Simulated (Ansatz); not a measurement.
**Energy of Ti along a strain of the cell**

System: Ti (3 atoms in the cell).
Method: DFT PBEsol, scalar-relativistic, plane waves, PAW, PAW set soft_1, no spin polarisation (Ansatz 0.2.0).

The 6 runs differ only in the geometry, by a strain of the cell at fixed fractional positions. Against run 4, the strain is εxx = −0.13 η, εyy = −0.13 η and εzz = η. The structure derives from a Materials Project entry.

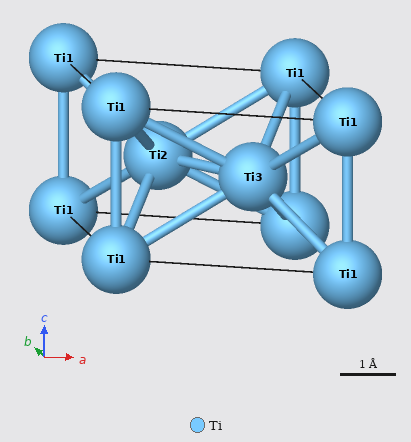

Figure 1. The structure of run 4 (ball-and-stick view of the cell of the calculation, seen slightly off an axis; atoms are numbered from 1 in the order of the input). An atom can appear more than once, as a periodic image.

**Input of run 4**
```yaml
crystal:
  lattice:
    - [4.4607, 0.0, 0.0]
    - [-2.23035, 3.8630795187, 0.0]
    - [0.0, 0.0, 2.8655]
  atoms:
    - { symbol: Ti, position: [0.0, 0.0, 0.0] }
    - { symbol: Ti, position: [0.3333333333, 0.6666666667, 0.5] }
    - { symbol: Ti, position: [0.6666666667, 0.3333333333, 0.5] }
basis:
  ecutwfc: 520.0
kpoints:
  mp_grid: { grid: [12, 12, 14] }
hamiltonian:
  xc: pbesol
  pseudopotentials: { kind: paw, azcp: { folder: soft_1 } }
scf:
  occupations: { method: gaussian, width: 0.15 }
output:
  forces: true
  stress: true
  eigenvalues: true
```

Command:
```bash
ansatz run input.yaml --threads 2 --pin off --max-ram 4096MiB --backend cpu --events-out ev --progress --plain --runs-dir out
```

Lattice vectors (Å) and fractional positions of run 4:
```
   4.460700    0.000000    0.000000
  -2.230350    3.863080    0.000000
   0.000000    0.000000    2.865500
Ti  0.000000  0.000000  0.000000
Ti  0.333333  0.666667  0.500000
Ti  0.666667  0.333333  0.500000
```

Run 3 differs from it as follows:
```diff
-    - [4.4607, 0.0, 0.0]
-    - [-2.23035, 3.8630795187, 0.0]
-    - [0.0, 0.0, 2.8655]
+    - [4.4878, 0.0, 0.0]
+    - [-2.2439, 3.8865488071, 0.0]
+    - [0.0, 0.0, 2.7312]
```

**Results, with one run withheld**

| run | strain parameter η (%) | free energy per atom, from the lowest run given (meV) | pressure (GPa) |
| --- | --- | --- | --- |
| 1 | −14.0642 | 181.33 | 17.42 |
| 2 | −9.3773 | 70.62 | 10.88 |
| 3 | −4.6869 | ? | ? |
| 4 | 0.0000 | 0.00 | −0.08 |
| 5 | 4.6869 | 46.10 | −3.74 |
| 6 | 9.3733 | 124.33 | −6.49 |

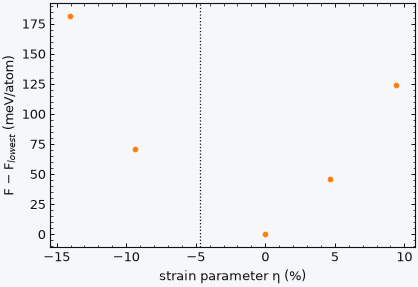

Figure 2. Free energy per atom of the runs given; the dotted line marks run 3.

What should run 3 give?

A cubic polynomial in the coordinate, fitted to the 5 runs given, misses them by at most 3.29 meV per atom. With x = η + 1.8763, it reads F = 0.40023 − 0.50804 x + 1.1035 x² − 0.0063372 x³ (meV per atom). At run 3 it gives 10.69 meV per atom, and the run itself gives 2.88. The fit has its minimum at η = −1.6456 %. The fit misses that run by 7.81 meV per atom.

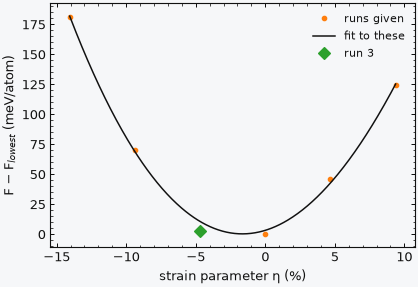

Figure 3. The fit and the withheld run.

**Output, shortened to warnings, some set-up lines, iterations and results (run 3)**
```
Warning: [file] the record states the generating functional pbe (its physics header spells it `PBE`), which answers neither for hamiltonian.xc's functional nor for the pbesol family's — results may be inconsistent (PPs are generated against a specific XC)
Basis set: ecut = 520 eV, 1301 PW (Γ), exchange–correlation on 72×72×48 points (8 copies of the dense FFT grid, shifted against one another)
Symmetry: 24 space group operations
k-points: 152 of 2016
Initial density: superposition of atomic densities (chi_scale 0.1, normalization cell)
[...]
SCF iter   1: F=—  HF=-7422.462935 eV  |F-HF|=—  |Δ(HF+E_count)|=         —  Δρ=6.66e-2  dr2=2.30e0  ethr=3.10e-3  ⟨swp⟩=3.2  Hψ=11448  notcnv=0
SCF iter   2: F=—  HF=-7421.908674 eV  |F-HF|=—  |Δ(HF+E_count)|=   5.54e-1  Δρ=3.40e-2  dr2=6.72e-1  ethr=3.10e-3  ⟨swp⟩=2.1  Hψ=6054  notcnv=0
SCF iter   3: F=—  HF=-7421.728725 eV  |F-HF|=—  |Δ(HF+E_count)|=   1.80e-1  Δρ=4.21e-3  dr2=1.27e-2  ethr=1.87e-3  ⟨swp⟩=2.1  Hψ=4881  notcnv=0
SCF iter   4: F=—  HF=-7421.729348 eV  |F-HF|=—  |Δ(HF+E_count)|=   6.23e-4  Δρ=9.57e-4  dr2=4.95e-4  ethr=3.52e-5  ⟨swp⟩=1.8  Hψ=4372  notcnv=0
SCF iter   5: F=—  HF=-7421.729416 eV  |F-HF|=—  |Δ(HF+E_count)|=   6.76e-5  Δρ=2.95e-4  dr2=5.46e-5  ethr=1.38e-6  ⟨swp⟩=2.0  Hψ=4690  notcnv=0
SCF iter   6: F=—  HF=-7421.729405 eV  |F-HF|=—  |Δ(HF+E_count)|=   1.05e-5  Δρ=1.00e-4  dr2=8.96e-6  ethr=1.52e-7  ⟨swp⟩=2.0  Hψ=4989  notcnv=0
SCF iter   7: F=—  HF=-7421.729405 eV  |F-HF|=—  |Δ(HF+E_count)|=   2.39e-7  Δρ=1.43e-5  dr2=1.37e-7  ethr=2.49e-8  ⟨swp⟩=1.5  Hψ=3443  notcnv=0
SCF iter   8: F=-7421.729405 eV  HF=-7421.729405 eV  |F-HF|=4.09e-9  |Δ(HF+E_count)|=   3.44e-9  Δρ=3.35e-6  dr2=5.34e-9  ethr=2.78e-10  ⟨swp⟩=3.5  Hψ=9907  notcnv=0
SCF 1 converged in 8 iterations: F = -7421.729405 eV  dr2 = 5.34e-9
SCF converged after 8 iterations
Free energy (F): -7421.729405 eV
Harris-Foulkes:  -7421.729405 eV  (|F-HF|=4.09e-9)
Internal energy: -7421.698266 eV  (E = F + TS)
E sigma→0 (E₀):  -7421.713836 eV
Entropy (-TS):   -0.031139 eV (-10.380 meV/atom)
Fermi energy:    14.462502 eV
--- Per-component energies (eV) ---
  E_band       = -422.862827
  E_kinetic    = 849.528570
  E_local      = -2480.390108  (includes V_loc(G=0)·N_el)
  E_nonlocal   = 186.996997
  E_hartree    = 990.909039
  E_xc         = -347.626587
  E_vxc        = -437.473778  (∫ρ·V_xc dr)
  E_paw        = -3053.237369  (= ΣΔE_a)
  E_vpaw       = -523.340757  (= ΣTr[D̂ρ^β])
  E_aug_tail   = -0.000082  (compensation charges beyond the density's cutoff)
  E_ewald      = -3568.296878
  E_core_change = 0.418154  (= ΣΔE_core)
  E_smearing   = -0.031139  (= −TS)
  E_closure    = 0.000000  (closes the sum)
  Σ components = -7421.729405   (vs F -7421.729405, Δ=0.00e0)
--- Forces (eV/Å), atoms counted from 1 ---
  atom   1  Ti     0.00000000    -0.00000000    -0.00000000
  atom   2  Ti     0.00000000     0.00000000     0.00000000
  atom   3  Ti     0.00000000     0.00000000    -0.00000000
  max |Σ_I F_I| component: 5.55e-17 eV/Å
--- Stress (GPa, compression-positive) ---
        3.344916       0.000000      -0.000000
        0.000000       3.344916      -0.000000
       -0.000000      -0.000000       7.575566
  P = ⅓ Tr σ = 4.7551 GPa (47.551 kbar)
```

The program warns: the PAW datasets were made with another functional.
